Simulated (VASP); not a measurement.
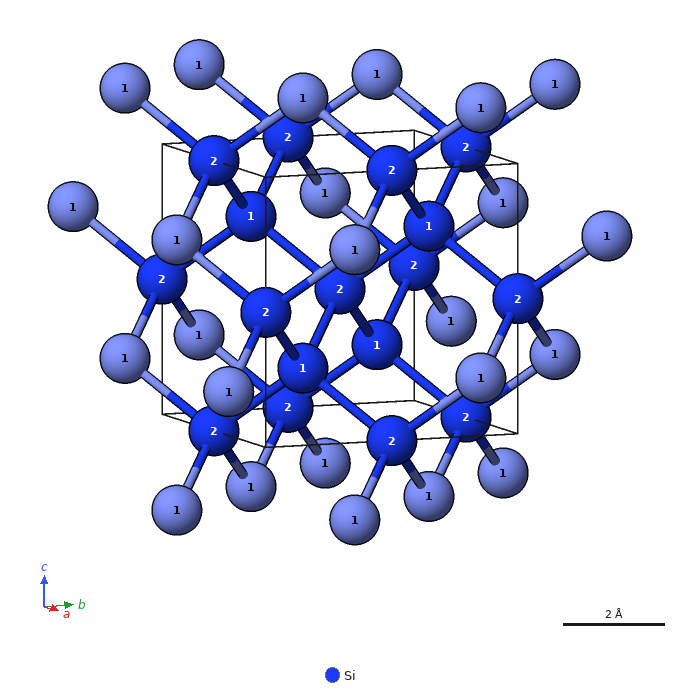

*The structure as given in the input (ball-and-stick view of the cell 4 times as large as that of the calculation, set on its symmetry axes, seen slightly off an axis; neighbours outside the cell are drawn fainter; atoms are numbered from 1 in the order of the input).*

Run report: Si, geometry relaxation (part 1 of 2)

Si (2 atoms in the cell), computed with Kohn-Sham DFT of a periodic cell, PBE with D3(BJ), VASP PAW PBE potentials, recommended, no spin polarisation (VASP 6.6.1).

The structure derives from an entry of the Crystallography Open Database.

## INCAR
```
PREC = Accurate
ENCUT = 600
EDIFF = 1E-6
ISMEAR = 0
SIGMA = 0.03
LREAL = F
LASPH = T
NELM = 80
ALGO = Normal
ISIF = 3
LWAVE = F
LCHARG = F
GGA = PE
IVDW = 12
IBRION = 2
NSW = 90
EDIFFG = -0.01
```

## KPOINTS
```
Automatic mesh
0
Gamma
  10 10 10
```

## POSCAR
```
Si
1.0
    0.0000000000      2.7135600000      2.7135600000
    2.7135600000      0.0000000000      2.7135600000
    2.7135600000      2.7135600000      0.0000000000
Si
2
Direct
    0.7500000000      0.7500000000      0.7500000000
    0.5000000000      0.5000000000      0.5000000000
```

Run as:
```bash
cat potpaw_PBE.64/Si/POTCAR > POTCAR
mpirun -np 1 vasp_std > vasp.out
```

## OSZICAR
```
N       E                     dE             d eps       ncg     rms          rms(c)
DAV:   1     0.119251907225E+02    0.11925E+02   -0.37705E+03   752   0.917E+02
DAV:   2    -0.107306534628E+02   -0.22656E+02   -0.21764E+02  1176   0.915E+01
DAV:   3    -0.110230092624E+02   -0.29236E+00   -0.29236E+00   952   0.136E+01
DAV:   4    -0.110246416670E+02   -0.16324E-02   -0.16324E-02  1240   0.112E+00
DAV:   5    -0.110246422682E+02   -0.60124E-06   -0.60145E-06   944   0.226E-02    0.489E+00
DAV:   6    -0.108990466233E+02    0.12560E+00   -0.83417E-02   912   0.151E+00    0.299E+00
DAV:   7    -0.108419746635E+02    0.57072E-01   -0.15716E-01   944   0.221E+00    0.192E-01
DAV:   8    -0.108430402476E+02   -0.10656E-02   -0.40222E-03   864   0.482E-01    0.739E-02
DAV:   9    -0.108432345131E+02   -0.19427E-03   -0.19468E-04  1144   0.111E-01    0.572E-02
DAV:  10    -0.108432594750E+02   -0.24962E-04   -0.29248E-05   896   0.410E-02    0.919E-03
DAV:  11    -0.108432591761E+02    0.29883E-06   -0.57432E-07  1000   0.536E-03
   1 F= -.11472807E+02 E0= -.11472807E+02  d E =-.114728E+02
       N       E                     dE             d eps       ncg     rms          rms(c)
DAV:   1    -0.108395867563E+02    0.36727E-02   -0.88004E-03   896   0.542E-01    0.894E-02
DAV:   2    -0.108394405769E+02    0.14618E-03   -0.12788E-04  1008   0.799E-02    0.546E-02
DAV:   3    -0.108393679587E+02    0.72618E-04   -0.16213E-04   888   0.653E-02    0.182E-02
DAV:   4    -0.108393683534E+02   -0.39473E-06   -0.16764E-06   920   0.118E-02
   2 F= -.11472921E+02 E0= -.11472921E+02  d E =-.114135E-03
       N       E                     dE             d eps       ncg     rms          rms(c)
DAV:   1    -0.108409602993E+02   -0.15923E-02   -0.11894E-03   880   0.200E-01    0.311E-02
DAV:   2    -0.108409391108E+02    0.21188E-04   -0.17463E-05  1056   0.296E-02    0.191E-02
DAV:   3    -0.108409267777E+02    0.12333E-04   -0.22199E-05   864   0.242E-02    0.680E-03
DAV:   4    -0.108409266638E+02    0.11391E-06   -0.21786E-07   480   0.445E-03
   3 F= -.11472989E+02 E0= -.11472989E+02  d E =-.182064E-03
```

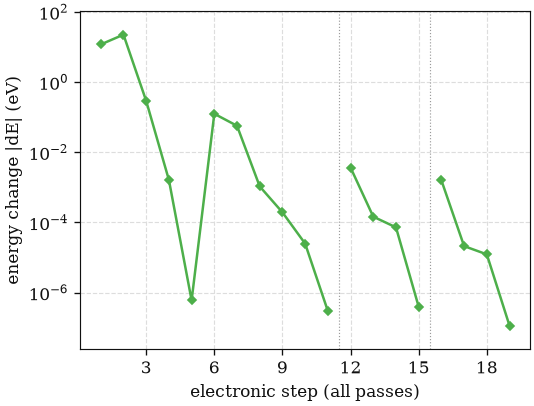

*Convergence of the self-consistent field: energy change |dE| against the electronic step. Each stretch between dotted lines is the SCF of one geometry step of a relaxation.*

The 3 ionic steps take 4 to 11 electronic steps each. The density is held fixed in the first few steps, and dE rises again when its update begins.

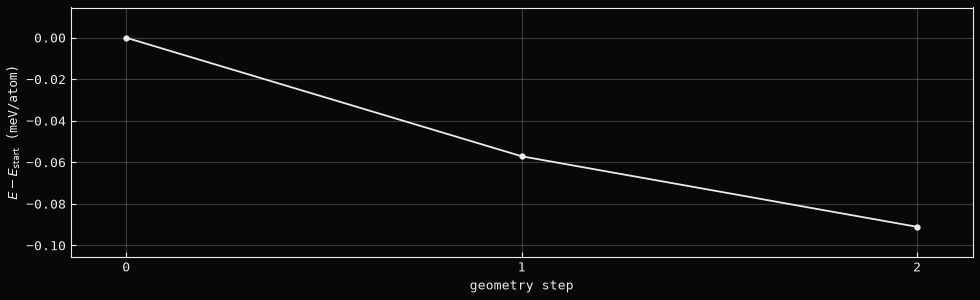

*Progress of the relaxation, step by step (steps are counted from 0).*

No atom moves by more than 0.005 Å relative to the cell. The energy falls by 0.1 meV per atom in 2 geometry steps. All forces vanish by symmetry, so only the cell relaxes.

## Parts of OUTCAR
```
PREC = Accurate
   ENCUT = 600
   EDIFF = 1E-6
   ISMEAR = 0
   LREAL = F
   LASPH = T
   NELM = 80
   ISIF = 3
   GGA = PE
   IVDW = 12
   IBRION = 2
   NSW = 90
   EDIFFG = -0.01
 IVDW          = 12
 VDW_S6        =  1.00000000  s6, scaling of the dipole-dipole dispersion
 VDW_S8        =  0.78750002  s8, scaling of the dipole-quadrupole dispersion
 VDW_A1        =  0.42890000  a1, scaling of the critical radii
 VDW_A2        =  4.44070005  a2, offset of the critical radii
 VDW_RADIUS    = 50.20216178  two-body interaction cutoff (in Angstroms)
 VDW_CNRADIUS  = 21.16708996  CN, coordination number cutoff (in Angstroms)

 ion  position               nearest neighbor table
   1  0.750  0.750  0.750-   2 2.35   2 2.35   2 2.35   2 2.35
   2  0.500  0.500  0.500-   1 2.35   1 2.35   1 2.35   1 2.35

  LATTYP: Found a face centered cubic cell.
 ALAT       =     5.4271200000

  Lattice vectors:

 A1 = (   0.0000000000,   2.7135600000,   2.7135600000)
 A2 = (   2.7135600000,   0.0000000000,   2.7135600000)
 A3 = (   2.7135600000,   2.7135600000,   0.0000000000)

Analysis of symmetry for initial positions (statically):
=====================================================================
 Subroutine PRICEL returns:
 Original cell was already a primitive cell.

 Routine SETGRP: Setting up the symmetry group for a
 face centered cubic supercell.

 Subroutine GETGRP returns: Found 48 space group operations
 (whereof 24 operations were pure point group operations)
 out of a pool of 48 trial point group operations.

The static configuration has the point symmetry T_d .
 The point group associated with its full space group is O_h .

Analysis of symmetry for dynamics (positions and initial velocities):
=====================================================================
 Subroutine PRICEL returns:
 Original cell was already a primitive cell.

 Routine SETGRP: Setting up the symmetry group for a
 face centered cubic supercell.

 Subroutine GETGRP returns: Found 48 space group operations
 (whereof 24 operations were pure point group operations)
 out of a pool of 48 trial point group operations.

The dynamic configuration has the point symmetry T_d .
 The point group associated with its full space group is O_h .

 Subroutine INISYM returns: Found 48 space group operations
 (whereof 24 operations are pure point group operations),
 and found     1 'primitive' translations

----------------------------------------------------------------------------------------

                                     Primitive cell

  volume of cell :      39.9621

  direct lattice vectors                    reciprocal lattice vectors
     0.000000000  2.713560000  2.713560000    -0.184259792  0.184259792  0.184259792
     2.713560000  0.000000000  2.713560000     0.184259792 -0.184259792  0.184259792
     2.713560000  2.713560000  0.000000000     0.184259792  0.184259792 -0.184259792

  length of vectors
     3.837553354  3.837553354  3.837553354     0.319147321  0.319147321  0.319147321

  position of ions in fractional coordinates (direct lattice)
     0.750000000  0.750000000  0.750000000
     0.500000000  0.500000000  0.500000000

  ion indices of the primitive-cell ions
   primitive index   ion index
                 1           1
                 2           2

----------------------------------------------------------------------------------------

 KPOINTS: Automatic mesh

Automatic generation of k-mesh.
 Grid dimensions read from file:
 generate k-points for:   10   10   10

 Generating k-lattice:

  Cartesian coordinates                     Fractional coordinates (reciprocal lattice)
    -0.018425979  0.018425979  0.018425979     0.100000000  0.000000000  0.000000000
     0.018425979 -0.018425979  0.018425979     0.000000000  0.100000000  0.000000000
     0.018425979  0.018425979 -0.018425979     0.000000000  0.000000000  0.100000000

  Length of vectors
     0.031914732  0.031914732  0.031914732

  Shift w.r.t. Gamma in fractional coordinates (k-lattice)
     0.000000000  0.000000000  0.000000000

 Subroutine IBZKPT returns following result:
 ===========================================

 Found     47 irreducible k-points:

 Following reciprocal coordinates:
            Coordinates               Weight
  0.000000  0.000000  0.000000      1.000000
  0.100000  0.000000  0.000000      8.000000
  0.200000  0.000000  0.000000      8.000000
  0.300000  0.000000  0.000000      8.000000
  0.400000  0.000000  0.000000      8.000000
  0.500000  0.000000  0.000000      4.000000
  0.100000  0.100000  0.000000      6.000000
  0.200000  0.100000  0.000000     24.000000
  0.300000  0.100000  0.000000     24.000000
  0.400000  0.100000  0.000000     24.000000
  0.500000  0.100000  0.000000     24.000000
 -0.400000  0.100000  0.000000     24.000000
 -0.300000  0.100000  0.000000     24.000000
 -0.200000  0.100000  0.000000     24.000000
 -0.100000  0.100000  0.000000     12.000000
  0.200000  0.200000  0.000000      6.000000
  0.300000  0.200000  0.000000     24.000000
  0.400000  0.200000  0.000000     24.000000
  0.500000  0.200000  0.000000     24.000000
 -0.400000  0.200000  0.000000     24.000000
 -0.300000  0.200000  0.000000     24.000000
 -0.200000  0.200000  0.000000     12.000000
  0.300000  0.300000  0.000000      6.000000
  0.400000  0.300000  0.000000     24.000000
 [... further k-points ...]
   k-points           NKPTS =     47   k-points in BZ     NKDIM =     47   number of bands    NBANDS=      8
   number of dos      NEDOS =    301   number of ions     NIONS =      2
   total plane-waves  NPLWV =  32768
   dimension x,y,z NGX =    32 NGY =   32 NGZ =   32
   dimension x,y,z NGXF=    64 NGYF=   64 NGZF=   64
   ions per type =               2
   NGX,Y,Z   is equivalent  to a cutoff of  13.86, 13.86, 13.86 a.u.
   NGXF,Y,Z  is equivalent  to a cutoff of  27.73, 27.73, 27.73 a.u.
 SYSTEM =  unknown system
   PREC   = accura    normal or accurate (medium, high low for compatibility)
   ISTART =      0    job   : 0-new  1-cont  2-samecut
   ICHARG =      2    charge: 1-file 2-atom 10-const
   ISPIN  =      1    spin polarized calculation?
   LNONCOLLINEAR =      F non collinear calculations
   LSORBIT =      F    spin-orbit coupling
   LASPH  =      T    aspherical Exc in radial PAW
   ENCUT  =  600.0 eV  44.10 Ry    6.64 a.u.   7.66  7.66  7.66*2*pi/ulx,y,z
   NELM   =     80;   NELMIN=  2; NELMDL= -5     # of ELM steps
   EDIFF  = 0.1E-05   stopping-criterion for ELM
   LREAL  =      F    real-space projection
   EDIFFG = -.1E-01   stopping-criterion for IOM
   NSW    =     90    number of steps for IOM
   IBRION =      2    ionic relax: 0-MD 1-quasi-New 2-CG
   NFREE  =      1    steps in history (QN), initial steepest desc. (CG)
   ISIF   =      3    stress and relaxation
   ISYM   =      2    0-nonsym 1-usesym 2-fastsym
   POTIM  = 0.5000    time-step for ionic-motion
   TEBEG  =    0.0;   TEEND  =   0.0 temperature during run
   PSTRESS=    0.0 pullay stress
   NELECT =       8.0000    total number of electrons
   NUPDOWN=      -1.0000    fix difference up-down
   EMIN   =  10.00;   EMAX   =-10.00  energy-range for DOS
   EFERMI =   0.00;   METHOD = LEGACY
   ISMEAR =     0;   SIGMA  =   0.03  broadening in eV -4-tet -1-fermi 0-gaus
   EFERMI_NEDOS =   21; number of points for ismear=-14 and -15
   IALGO  =     38    algorithm
   IMIX   =      4    mixing-type and parameters
     AMIX     =   0.40;   BMIX     =  1.00
     AMIX_MAG =   1.60;   BMIX_MAG =  1.00
  volume/ion in A,a.u.               =      19.98       134.84
  Fermi-wavevector in a.u.,A,eV,Ry     =   0.957684  1.809760 12.478691  0.917158
  Thomas-Fermi vector in A             =   2.086724
   LORBIT       =      0    0 simple, 1 ext, 2 COOP (PROOUT), +10 PAW based schemes
   GGA     = PE    functional components
   LHFCALC =     F    Hartree Fock is set to
   AEXX    =    0.0000 exact exchange contribution
   IVDW    =    12    specifies the selected vdW correction
   LEPSILON=     F    determine dielectric tensor
   LRPA    =     F    only Hartree local field effects (RPA)
 conjugate gradient relaxation of ions
```
